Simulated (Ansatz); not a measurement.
**Single-point calculation, with input and output: Hf**

Hf (2 atoms in the cell), computed with DFT, LDA, PAW with Ansatz's default frozen-core files, scalar-relativistic, no spin polarisation (Ansatz 0.2.0).

It belongs to a series of runs on one base structure; here: bulk in the slab's orientation, PAW files.

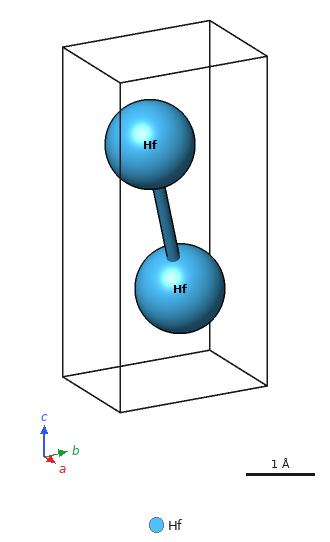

**Figure 1.** The input geometry (ball-and-stick view of the cell of the calculation, set on other vectors, seen slightly off an axis).

Input
```yaml
crystal:
  lattice:
    - [1.5586855436, -2.6997225545, 0.0]
    - [1.5586855436, 2.6997225545, 0.0]
    - [0.0, 0.0, 4.9495808325]
  atoms:
    - { symbol: Hf, position: [0.666666667, 0.333333333, 0.25] }
    - { symbol: Hf, position: [0.333333333, 0.666666667, 0.75] }
kpoints:
  mp_grid: { grid: [15, 15, 8] }
scf:
  occupations: { method: fermi_dirac, width: 0.1 }
hamiltonian:
  xc: lda
  pseudopotentials: { kind: paw }
output:
  forces: true
  stress: true
  eigenvalues: true
```

Launched with:
```bash
ansatz run input.yaml --threads 2 --pin off --max-ram 4096MiB --backend cpu --events-out ev --progress --plain --runs-dir out
```

The program's output
```
Engine: ansatz 0.2.0, x86_64-unknown-linux-gnu
Pseudopotentials: kind: paw
Pseudopotential: Hf, paw, valence charge 26, recommended cutoff 420 eV (normal), Hf.paw.azcp
Functional definition: SPW92
  exchange = slater_x
  correlation = pw_c
Crystal: 2 atoms, lattice volume = 41.656 Å³
Basis set: ecut = 420 eV, 809 PW (Γ)
Bands: 32, of which v1, the nominal top of the filled ones, is band 26 counted from 1 (25 counted from 0)
Symmetry: 24 space group operations
Space group: P63/mmc (ITA 194), of the structure as read, at distance tolerance 3.5e-5 Å
k-points: 135 of 1800
Non-local potential: Hf, projectors of the file, l = 0: 3, l = 1: 2, l = 2: 2, l = 3: 3
PAW form: soft (Blöchl's): semilocal exchange-correlation on the pseudo side does not see the compensation charge
PAW frozen core: Hf, regenerated for the run's functional, and the local potential with it (the file was generated under x = pbe(κ = 0.804, μ = 0.2195149727645171), c = pbe(β = 0.06672455060314922))
PAW one-centre angular grid: Hf, 590 points (default); XC on 64 Gauss nodes
Initial density: superposition of atomic densities (neutral atoms: chi_scale 0, normalization atom), corrected by the library's trained network
Initial wavefunctions: pseudopotential atomic-orbital guess
Functional: x = slater, c = lda
SCF iter   1: F=—  HF=-30953.742916 eV  |F-HF|=—  |Δ(HF+E_count)|=         —  Δρ=4.33e-3  dr2=2.34e-3  ethr=1.77e-3  ⟨swp⟩=4.6  Hψ=14303  notcnv=0
preconditioner: auto → Kerker (q_TF=auto, 2.831 Å⁻¹)  [metal: Δε(μ)=0.014 eV  Ē_g=17.626 eV  σ=0.100 eV  W_gap=0.03  n_scr=22 (ndim 8)  ℏωp=39.9 eV  f_vac=0.000  D(μ)=1.65/eV (n_scr^D=22)]
SCF iter   2: F=—  HF=-30953.742777 eV  |F-HF|=—  |Δ(HF+E_count)|=   1.39e-4  Δρ=2.56e-3  dr2=9.10e-4  ethr=4.50e-6  ⟨swp⟩=2.0  Hψ=7984  notcnv=0
SCF iter   3: F=—  HF=-30953.742901 eV  |F-HF|=—  |Δ(HF+E_count)|=   1.23e-4  Δρ=1.05e-3  dr2=2.31e-4  ethr=1.75e-6  ⟨swp⟩=2.0  Hψ=6212  notcnv=0
SCF iter   4: F=—  HF=-30953.742886 eV  |F-HF|=—  |Δ(HF+E_count)|=   1.47e-5  Δρ=2.08e-4  dr2=1.45e-5  ethr=4.44e-7  ⟨swp⟩=2.0  Hψ=6734  notcnv=0
SCF iter   5: F=—  HF=-30953.742880 eV  |F-HF|=—  |Δ(HF+E_count)|=   5.87e-6  Δρ=2.73e-5  dr2=2.96e-7  ethr=2.79e-8  ⟨swp⟩=2.1  Hψ=7564  notcnv=0
SCF iter   6: F=-30953.742880 eV  HF=-30953.742880 eV  |F-HF|=1.18e-8  |Δ(HF+E_count)|=   7.81e-8  Δρ=8.55e-6  dr2=2.06e-8  ethr=1.92e-10  ⟨swp⟩=6.2  Hψ=20569  notcnv=0
SCF 1 converged in 6 iterations: F = -30953.742880 eV  dr2 = 2.06e-8
  greatest PAW one-centre occupation: 0.998 electrons in one spin orbital (limit 2), on the Hf atom at site 1 (counted from 0), in its partial waves of l = 3
SCF converged after 6 iterations
Free energy (F): -30953.742880 eV
Harris-Foulkes:  -30953.742880 eV  (|F-HF|=1.18e-8)
Internal energy: -30953.686614 eV  (E = F + TS)
E sigma→0 (E₀):  -30953.714747 eV
Entropy (-TS):   -0.056266 eV (-28.133 meV/atom)
Fermi energy:    21.149809 eV
--- Per-component energies (eV) ---
  E_band       = 144.225061
  E_kinetic    = 855.222561
  E_local      = -9788.347679  (includes V_loc(G=0)·N_el)
  E_nonlocal   = -2465.066838
  E_hartree    = 4626.786173
  E_xc         = -597.150687
  E_vxc        = -535.677149  (∫ρ·V_xc dr)
  E_paw        = -13373.121211  (= ΣΔE_a)
  E_vpaw       = 2824.508575  (= ΣTr[D̂ρ^β])
  E_aug_tail   = -0.000003  (compensation charges beyond the density's cutoff)
  E_ewald      = -10216.923415
  E_core_change = 4.914485  (= ΣΔE_core)
  E_smearing   = -0.056266  (= −TS)
  E_closure    = 0.000000  (closes the sum)
  Σ components = -30953.742880   (vs F -30953.742880, Δ=0.00e0)
--- Forces (eV/Å), atoms counted from 1 ---
  atom   1  Hf     0.00000000     0.00000000    -0.00000000
  atom   2  Hf     0.00000000    -0.00000000     0.00000000
  max |Σ_I F_I| component: 1.11e-16 eV/Å
--- Stress (GPa, compression-positive) ---
        0.023635       0.000000       0.000000
        0.000000       0.023635       0.000000
        0.000000       0.000000       0.001508
  P = ⅓ Tr σ = 0.0163 GPa (0.163 kbar)
--- Band table (eV; the first three rows and the last of 135) ---
  k-point 0: bands = ["-40.5707", "-40.4730", "-9.8604", "-8.9237", "-8.9237", "-8.7649", "-8.7649", "-8.7611", "9.4227", "9.4568", "9.4643", "9.4643", "9.4656", "9.4683", "9.4683", "9.4799", "9.4799", "9.4910", "9.5147", "9.5147", "9.5598", "9.5641", "13.5874", "17.2164", "22.1820", "22.2944", "22.2944", "22.5607", "23.1770", "23.1770", "23.8903", "23.8903"]
  k-point 1: bands = ["-40.5671", "-40.4768", "-9.8217", "-8.9177", "-8.9177", "-8.8066", "-8.7710", "-8.7710", "9.4229", "9.4544", "9.4544", "9.4594", "9.4621", "9.4744", "9.4744", "9.4807", "9.4807", "9.4913", "9.5180", "9.5180", "9.5600", "9.5640", "13.7439", "17.1635", "21.9253", "22.2070", "22.2070", "22.4298", "23.0495", "23.0495", "24.1447", "24.1447"]
  k-point 2: bands = ["-40.5565", "-40.4874", "-9.7103", "-8.9343", "-8.9007", "-8.9007", "-8.7884", "-8.7884", "9.4243", "9.4468", "9.4468", "9.4537", "9.4636", "9.4636", "9.4658", "9.4907", "9.4955", "9.4955", "9.5227", "9.5227", "9.5605", "9.5635", "14.1943", "16.9412", "21.4348", "22.0813", "22.0813", "22.0827", "22.7505", "22.7505", "24.7512", "24.7512"]
  k-point 134: bands = ["-40.4645", "-40.4645", "-9.6101", "-9.6101", "-9.3537", "-9.3537", "-8.9367", "-8.9367", "9.4615", "9.4615", "9.4657", "9.4657", "9.4747", "9.4747", "9.4859", "9.4859", "9.4869", "9.4869", "9.4895", "9.4895", "9.5376", "9.5376", "19.2460", "19.2460", "19.6394", "19.6394", "21.0893", "21.0893", "23.7400", "23.7400", "26.5744", "26.5744"]
```

Key numbers

- outcome: converged
- space group (tolerance 0.01 Å): P6₃/mmc (194)
- electrons treated: 52
- free energy: −30953.7429 eV
- Fermi energy: 21.150 eV
- pressure: 0.02 GPa
- largest force (length of the vector): under 0.001 eV/Å
- hardware: 2 threads of AMD EPYC (Zen 5), 64 GiB of memory available, shared host
- wall time: 1.3 s (CPU time 2.4 s)
- peak memory: 0.47 GiB

Spin–orbit coupling is left out, which matters for Hf.
